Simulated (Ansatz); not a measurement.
## BN: single-point calculation

System: BN (I-4m2, 2 atoms in the cell).
Method: DFT r2SCAN, scalar-relativistic, plane waves, PAW, no spin polarisation (Ansatz 0.2.0).

The structure derives from a Materials Project entry. It belongs to a series of runs on one base structure; here: strain +0.0525 x Voigt [0, 0, 1, 0, 0, 0], atoms carried along. Figures and captions count atoms from 1; the log counts them from 0 in places.

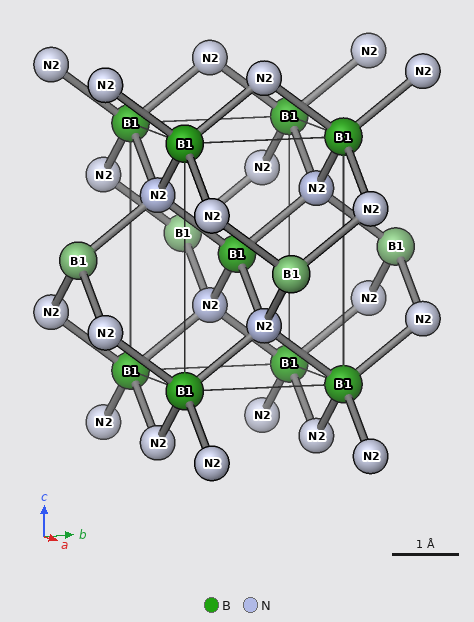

Fig. 1: The structure as given in the input (ball-and-stick view of the cell 2 times as large as that of the calculation, set on its symmetry axes, seen slightly off an axis; neighbours outside the cell are drawn fainter; atoms are numbered from 1 in the order of the input). An atom can appear more than once, as a periodic image. Near neighbours in the periodic cell (some may lie outside the picture): B has 4 N at 1.59 Å; N has 4 B at 1.59 Å.

## Results in brief

- outcome: converged
- space group (tolerance 0.01 Å): I-4m2 (119)
- electrons treated: 8
- free energy: −543.9266 eV
- Fermi energy: 12.700 eV
- gap on the k-point mesh: 4.48 eV
- pressure: −18.21 GPa
- largest force (length of the vector): under 0.001 eV/Å
- hardware: 1 thread of Intel Xeon (Granite Rapids), 32 GiB of memory available, shared host
- wall time: 2.4 s
- peak memory: 0.39 GiB

## The input
```yaml
crystal:
  lattice:
    - [0.0, 1.8048137558, 1.899566478]
    - [1.8048137558, 0.0, 1.899566478]
    - [1.8048137558, 1.8048137558, 0.0]
  atoms:
    - { symbol: B, position: [0.0, 0.0, 0.0] }
    - { symbol: "N", position: [0.75, 0.75, 0.75] }
basis:
  ecutwfc: 500
kpoints:
  mp_grid: { grid: [12, 12, 12] }
hamiltonian:
  xc: r2scan
scf:
  occupations: { method: gaussian, width: 0.05 }
output:
  forces: true
  stress: true
  eigenvalues: true
  write_density: true
  write_potential: true
  elf: true
  volumetric_format: npy
```

Launch command:
```bash
ansatz run input.yaml --threads 1 --pin off --max-ram 2560MiB --backend cpu --events-out ev --progress --plain --runs-dir out
```

## Log
```
Engine: ansatz 0.2.0, x86_64-unknown-linux-gnu
Pseudopotentials: kind: paw
Pseudopotential: B, paw, valence charge 3, recommended cutoff 500 eV (meta_gga), B.paw.azcp
Pseudopotential: N, paw, valence charge 5, recommended cutoff 500 eV (meta_gga), N.paw.azcp
Functional definition: r2SCAN
  parameter k0 = 0.174
  parameter k1 = 0.065
  parameter a1 = 4.9479
  exchange = r2scan_x(k0 = k0, k1 = k1, a1 = a1)
  correlation = r2scan_c
Crystal: 2 atoms, lattice volume = 12.375 Å³
Basis set: ecut = 500 eV, 315 PW (Γ), exchange–correlation on 80×80×80 points (64 copies of the dense FFT grid, shifted against one another)
Bands: 8, of which v1, the nominal top of the filled ones, is band 4 counted from 1 (3 counted from 0)
Symmetry: 8 space group operations
Space group: I-4m2 (ITA 119), of the structure as read, at distance tolerance 2.3e-5 Å
k-points: 163 of 1728 (time reversal used)
Non-local potential: B, projectors of the file, l = 0: 2, l = 1: 2, l = 2: 1
Non-local potential: N, projectors of the file, l = 0: 2, l = 1: 2, l = 2: 1
PAW form: soft (Blöchl's): semilocal exchange-correlation on the pseudo side does not see the compensation charge
PAW frozen core: B, regenerated for the run's functional (the file was generated under x = pbe(κ = 0.804, μ = 0.2195149727645171), c = pbe(β = 0.06672455060314922))
PAW frozen core: N, regenerated for the run's functional (the file was generated under x = pbe(κ = 0.804, μ = 0.2195149727645171), c = pbe(β = 0.06672455060314922))
PAW one-centre angular grid: B, 302 points (default); XC on 160 Gauss nodes
PAW one-centre angular grid: N, 302 points (default); XC on 160 Gauss nodes
Initial density: superposition of atomic densities (neutral atoms: chi_scale 0, normalization atom), corrected by the library's trained network
Initial wavefunctions: pseudopotential atomic-orbital guess
Functional: x = r2scan, c = r2scan; τ floored in thin density (d = 2e-4 eV/Å³)
SCF iter   1: F=—  HF=-543.841659 eV  |F-HF|=—  |Δ(HF+E_count)|=         —  Δρ=1.18e-2  dr2=1.35e-2  dr2_τ=2.86e-1  ethr=1.77e-3  ⟨swp⟩=4.5  Hψ=8590  notcnv=0
preconditioner: auto → none  [insulator: Δε(μ)=4.442 eV  Ē_g=20.607 eV  σ=0.050 eV  W_gap=1.00  n_scr=0 (ndim 8)  ℏωp=29.9 eV  f_vac=0.000  D(μ)=0.00/eV (n_scr^D=0)  ε∞_Penn≈3.1]
SCF iter   2: F=—  HF=-543.926363 eV  |F-HF|=—  |Δ(HF+E_count)|=   8.47e-2  Δρ=6.33e-3  dr2=1.74e-3  dr2_τ=2.78e-4  ethr=1.69e-4  ⟨swp⟩=2.0  Hψ=3912  notcnv=0
SCF iter   3: F=—  HF=-543.926619 eV  |F-HF|=—  |Δ(HF+E_count)|=   2.56e-4  Δρ=1.93e-3  dr2=1.77e-4  dr2_τ=3.22e-5  ethr=2.17e-5  ⟨swp⟩=1.4  Hψ=1424  notcnv=0
SCF iter   4: F=—  HF=-543.926639 eV  |F-HF|=—  |Δ(HF+E_count)|=   1.98e-5  Δρ=2.04e-4  dr2=3.38e-6  dr2_τ=3.02e-7  ethr=2.21e-6  ⟨swp⟩=2.0  Hψ=1956  notcnv=0
SCF iter   5: F=—  HF=-543.926639 eV  |F-HF|=—  |Δ(HF+E_count)|=   2.06e-7  Δρ=7.32e-5  dr2=5.21e-7  dr2_τ=2.31e-8  ethr=4.23e-8  ⟨swp⟩=2.6  Hψ=1946  notcnv=0
SCF iter   6: F=-543.926639 eV  HF=-543.926639 eV  |F-HF|=2.69e-9  |Δ(HF+E_count)|=   5.44e-8  Δρ=1.35e-5  dr2=1.63e-8  dr2_τ=3.98e-10  ethr=1.25e-9  ⟨swp⟩=9.0  Hψ=9058  notcnv=0
SCF 1 converged in 6 iterations: F = -543.926639 eV  dr2 = 1.63e-8
  greatest PAW one-centre occupation: 0.792 electrons in one spin orbital (limit 2), on the N atom at site 1 (counted from 0), in its partial waves of l = 0
```

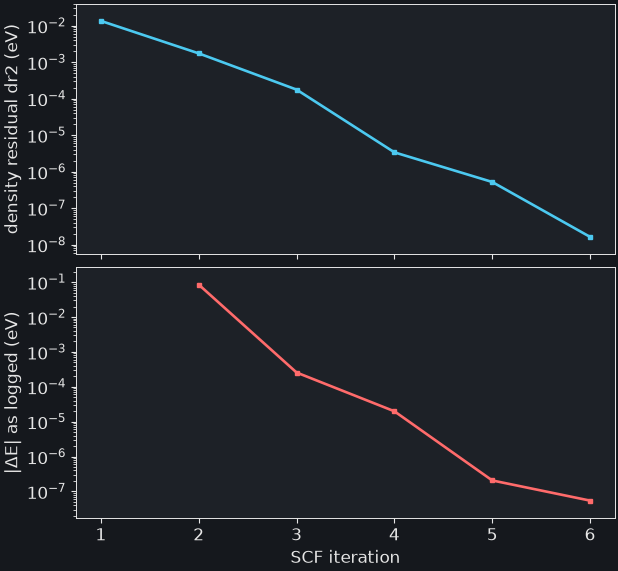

Fig. 2: Convergence of the self-consistent field: density residual dr2 and size of the energy change against the SCF iteration. The residual falls at every step.

```
SCF converged after 6 iterations
Free energy (F): -543.926639 eV
Harris-Foulkes:  -543.926639 eV  (|F-HF|=2.69e-9)
Internal energy: -543.926639 eV  (E = F + TS)
E sigma→0 (E₀):  -543.926639 eV
Fermi energy:    12.700326 eV
--- Per-component energies (eV) ---
  E_band       = 18.034976
  E_kinetic    = 183.092658
  E_local      = -179.460781  (includes V_loc(G=0)·N_el)
  E_nonlocal   = 55.449477
  E_hartree    = 50.765518
  E_xc         = -91.592032
  E_vxc        = -126.748032  (∫ρ·V_xc dr)
  E_paw        = -209.160749  (= ΣΔE_a)
  E_vpaw       = -22.790322  (= ΣTr[D̂ρ^β])
  E_aug_tail   = 0.000018  (compensation charges beyond the density's cutoff)
  E_vtau       = 6.962369  (kinetic-family band-sum trace: ∫τ·v_τ [+ j·A + Jᵃ·Aᵃ] dr)
  E_ewald      = -352.972741
  E_core_change = -0.048007  (= ΣΔE_core)
  E_smearing   = -0.000000  (= −TS)
  E_closure    = 0.000000  (closes the sum)
  Σ components = -543.926639   (vs F -543.926639, Δ=0.00e0)
--- Forces (eV/Å), atoms counted from 1 ---
  atom   1  B      0.00000000    -0.00000000     0.00000000
  atom   2  N     -0.00000000    -0.00000000     0.00000000
  max |Σ_I F_I| component: 5.55e-16 eV/Å
--- Stress (GPa, compression-positive) ---
       -6.955959      -0.000000       0.000000
       -0.000000      -6.955959      -0.000000
        0.000000      -0.000000     -40.721773
  P = ⅓ Tr σ = -18.2112 GPa (-182.112 kbar)
--- Band table (eV; the first three rows and the last of 163) ---
  k-point 0: bands = ["-10.4785", "9.9164", "10.4597", "10.4597", "19.5102", "19.5102", "19.8769", "20.4816"]
  k-point 1: bands = ["-10.3100", "9.2734", "9.9864", "10.3032", "19.5771", "19.7886", "20.1599", "21.1656"]
  k-point 2: bands = ["-9.8117", "7.2248", "9.4376", "9.9203", "19.7002", "20.4622", "20.7615", "22.6804"]
  k-point 162: bands = ["-5.4247", "0.7841", "5.8923", "5.8923", "15.8164", "20.6435", "28.7083", "28.7083"]
```

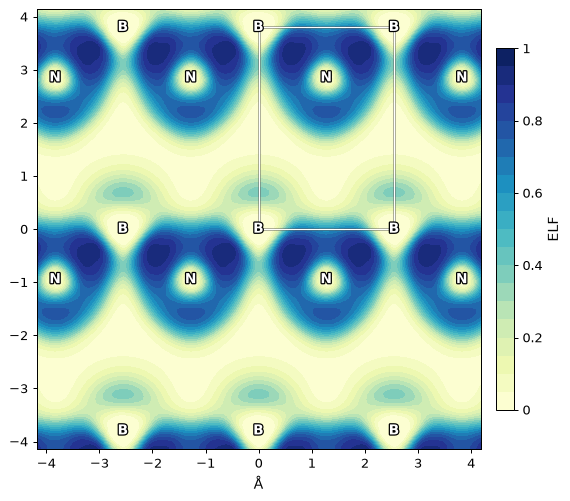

Fig. 3: ELF on the (010) plane of the conventional cell. Core electrons are frozen (PAW), so the fields are smoothed inside the atomic spheres.

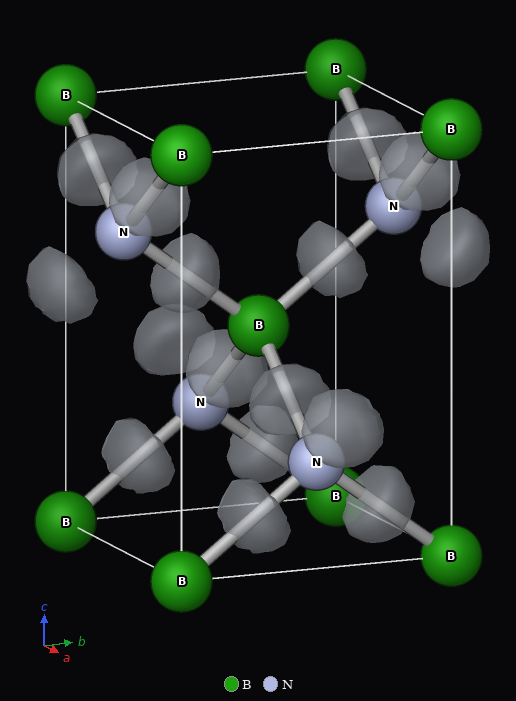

Fig. 4: Isosurface of the ELF at 0.85 (grey), seen slightly off an axis. Only the valence region is drawn (cores and ρ < 0.01 e/Å³ removed). Sticks mark near contacts. The outline is the cell set on symmetry axes. The ELF exceeds this value in eight regions between bonded B–N atoms (shared pairs), counted in one cell of 4 atoms. Along the contacts the grid gives the following.
